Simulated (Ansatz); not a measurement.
## Electronic structure of Ti$_{3}$Si$_{2}$ in real space

The calculation's input:

```
crystal:
  lattice:
    - [4.3089893724, 0.0, 0.0]
    - [-2.1544946862, 3.7316942611, 0.0]
    - [0.0, 0.0, 5.4358958623]
  atoms:
    - { symbol: Ti, position: [0.0, 0.0, 0.7595771411] }
    - { symbol: Ti, position: [0.0, 0.0, 0.2404228589] }
    - { symbol: Ti, position: [0.6666666667, 0.3333333333, 0.0] }
    - { symbol: Si, position: [0.6666666667, 0.3333333333, 0.5] }
    - { symbol: Si, position: [0.3333333333, 0.6666666667, 0.0] }
basis:
  ecutwfc: 420
kpoints:
  mp_grid: { grid: [12, 12, 8] }
hamiltonian:
  xc: pbe
scf:
  occupations: { method: gaussian, width: 0.1 }
output:
  forces: true
  stress: true
  eigenvalues: true
  write_density: true
  write_potential: true
  elf: true
  volumetric_format: npy
relax:
  adjacent_minimum: "off"
  f_tol: 0.01
  max_steps: 80
  cell: { stress_tol: 0.05 }
```

Command:

```sh
ansatz run input.yaml --threads 1 --pin off --max-ram 2560MiB --backend cpu --events-out ev --progress --plain --runs-dir out
```

Below, planes, directions and counts refer to the conventional cell (a = 4.31 Å, b = 4.31 Å, c = 5.43 Å, α = 90.00°, β = 90.00°, γ = 120.00°).

The fields are those of the run's last geometry, not of the input's.

Space group P-6m2; a structure generated by program, which may or may not match a known phase; computed without spin polarisation.

These are results of DFT PBE, scalar-relativistic, plane waves, PAW (Ansatz), not measurements.

In a PAW calculation such maps are meaningful between the atoms, not at the nuclei.

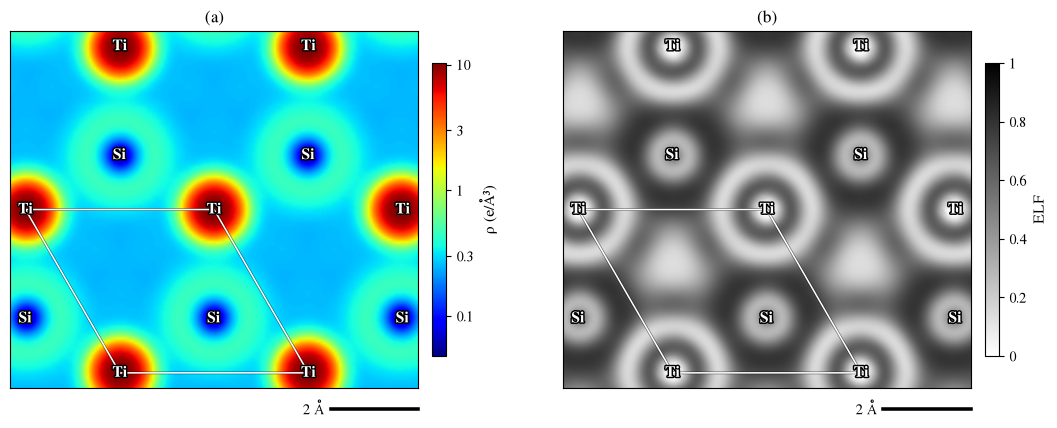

Figure 1. (a) valence pseudo-density; (b) electron localisation function on the (001) plane of the conventional cell.

Question: Interpret the plot.

Answer:
- Atoms in the plane: Ti and Si.
- Ti–Si (2.49 Å): ρ at the midpoint is about 0.35 e/Å³; the ELF peaks at about 0.70 in the valence shell of Si, 0.9 Å from its nucleus, and is about 0.35 at the midpoint.
- Between the atoms the lowest density in this plane is 0.25 e/Å³.
- The features right at Ti lie inside the PAW spheres, where the map follows smoothed inner orbitals and isn't to be read closely.

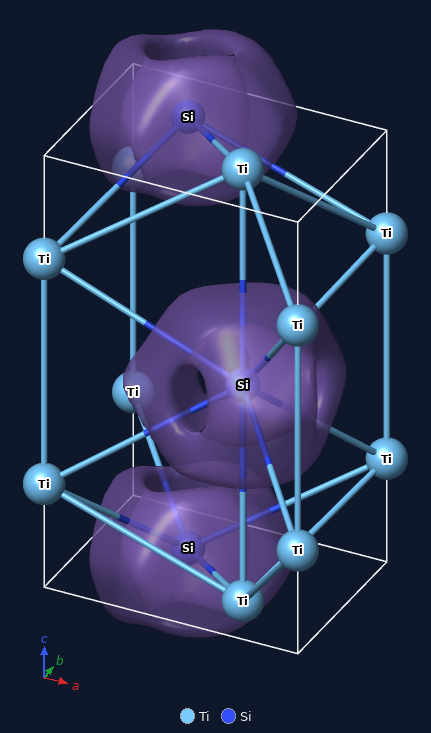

Figure 2. Isosurface of the ELF at 0.7 (purple), seen slightly off an axis. Only the valence region is drawn (cores and ρ < 0.01 e/Å³ removed). Sticks mark near contacts.

Question: Identify the bonds, lone pairs and shells in this picture.

Answer: At this value the surface marks out two regions wrapped around Si (the valence shell of each), counted in one cell of 5 atoms. Any copies at cell faces, edges or corners count once. Along the contacts the grid gives the following. Ti–Ti (2.60 Å): the ELF is about 0.15 at the midpoint (no shared electron pair shows on this line).

Question: Metal or insulator at this level of theory?

Answer: It is metallic or semimetallic at this level of theory: no gap opens.
